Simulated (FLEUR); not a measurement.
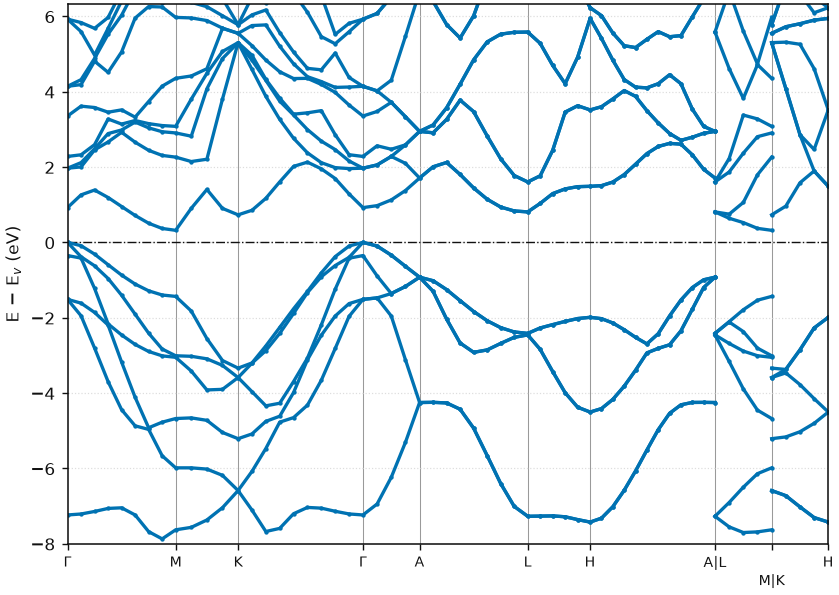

Band structure. Energies are counted from the top of the valence band.

Q: What lattice type does the k path imply?

A: A hexagonal (primitive) lattice: the path Γ–M–K–Γ–A–L–H–A|L–M|K–H runs through the special points of its Brillouin zone.

System: hexagonal-diamond (lonsdaleite-type) Si, space group P6_3/mmc (No. 194), 4 atoms in the cell.

```cif
data_structure
_symmetry_space_group_name_H-M 'P 1'
_symmetry_Int_Tables_number 1
_cell_length_a 3.8313
_cell_length_b 3.8313
_cell_length_c 6.3326
_cell_angle_alpha 90.000
_cell_angle_beta 90.000
_cell_angle_gamma 120.000
_cell_volume 80.50
loop_
_atom_site_label
_atom_site_type_symbol
_atom_site_fract_x
_atom_site_fract_y
_atom_site_fract_z
_atom_site_occupancy
Si1 Si 0.66667 0.33333 0.93699 1
Si2 Si 0.33333 0.66667 0.43699 1
Si3 Si 0.66667 0.33333 0.56301 1
Si4 Si 0.33333 0.66667 0.06301 1
```

Computed with FLEUR MaX-R8.1 (later development tree): LDA, all-electron, no spin polarisation, no spin-orbit coupling, 8×8×4 k mesh.

Q: Read off the fundamental gap and say whether it is direct.

A: A semiconductor. The gap along this path is 0.32 eV and indirect, from the valence-band top at Γ to the conduction-band bottom at M; the smallest direct gap is 0.92 eV, at Γ.

Q: How much do the top valence band and the lowest conduction band disperse along the path?

A: The top valence band spans 3.4 eV and the lowest conduction band 2.3 eV.

Q: How many bands meet at the valence-band top?

A: Two bands meet at the valence-band top at Γ: it is doubly degenerate (spin aside).

Q: What are the direct gaps at K, Γ and H?

A: The direct gaps are 4.07 eV at K, 0.92 eV at Γ and 3.48 eV at H.

LDA, GGA and most meta-GGA functionals understate gaps. This isn't the form of Si at room conditions, which is diamond.
